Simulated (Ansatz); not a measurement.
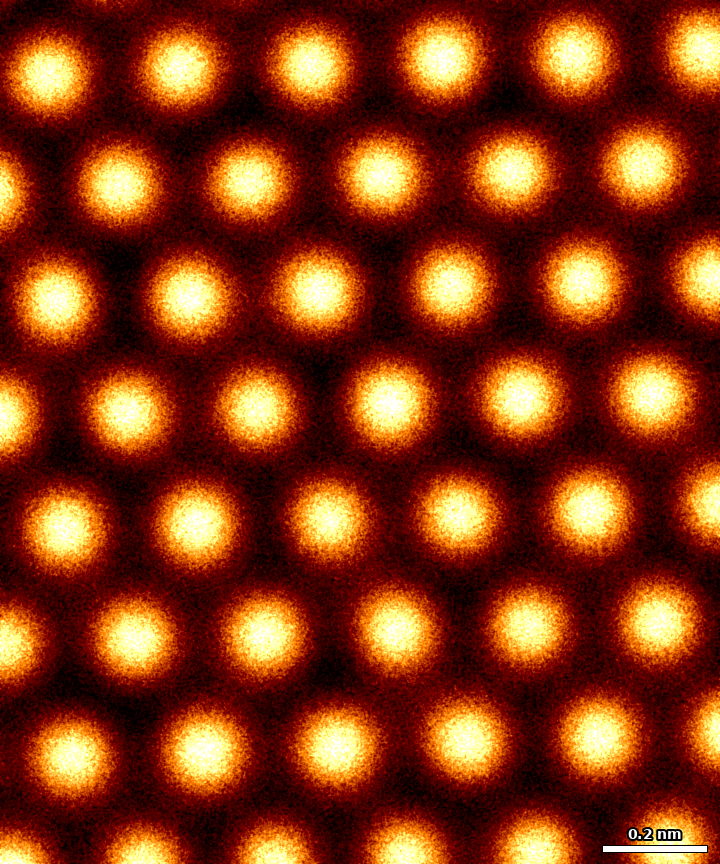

An image along [111] of one of the structures below (computed or model cells, partly hypothetical, each in its standard cell). Simulated incoherent Z contrast: every atom adds Z^1.6 spread by a probe of 1.30 Å full width; channelling and multiple scattering are left out. The probe carries 25 % of its weight in a tail 2.5 times as wide. Shot noise and the speckle of an amorphous layer were added.

A. Yb
Space group Pm-3m (No. 221). a = 3.129 Å, b = 3.129 Å, c = 3.129 Å, α = 90.00°, β = 90.00°, γ = 90.00°
```
atom  site  symmetry       x       y       z
  Yb    1a      m-3m  0.0000  0.0000  0.0000
```

B. Yb
Space group Fd-3m:1 (No. 227). a = 8.069 Å, b = 8.069 Å, c = 8.069 Å, α = 90.00°, β = 90.00°, γ = 90.00°
| atom | site | symmetry | x | y | z |
| --- | --- | --- | --- | --- | --- |
| Yb | 8b | -43m | 0.2500 | 0.2500 | 0.7500 |

C. Cu
Space group Pm-3n (No. 223). a = 4.655 Å, b = 4.655 Å, c = 4.655 Å, α = 90.00°, β = 90.00°, γ = 90.00°
```
atom  site  symmetry       x       y       z
  Cu    2a      m-3.  0.0000  0.0000  0.0000
  Cu    6c     -4m.2  0.2500  0.0000  0.5000
```

D. Yb
Space group P6/mmm (No. 191). a = 6.079 Å, b = 6.079 Å, c = 3.641 Å, α = 90.00°, β = 90.00°, γ = 120.00°
```json
{"atom": "Yb", "site": "1a", "symmetry": "6/mmm", "x": "0.0000", "y": "0.0000", "z": "0.0000"}
{"atom": "Yb", "site": "2d", "symmetry": "-6m2", "x": "0.3333", "y": "0.6667", "z": "0.5000"}
```

Which structure was imaged?

Answer. A, Yb. Along [111] the projected cells are A 2.55 × 2.55 Å, 120°; B 3.29 × 3.29 Å, 120°; C 3.80 × 3.80 Å, 120°; D 3.12 × 5.49 Å, 107°. The image repeats as A does.

Structure A: coordinates from a relaxation with DFT, LDA (PW92), plane waves (420 eV) with PAW, scalar-relativistic (Ansatz 0.2.0); the starting structure was generated, so it need not be a known form of this composition.
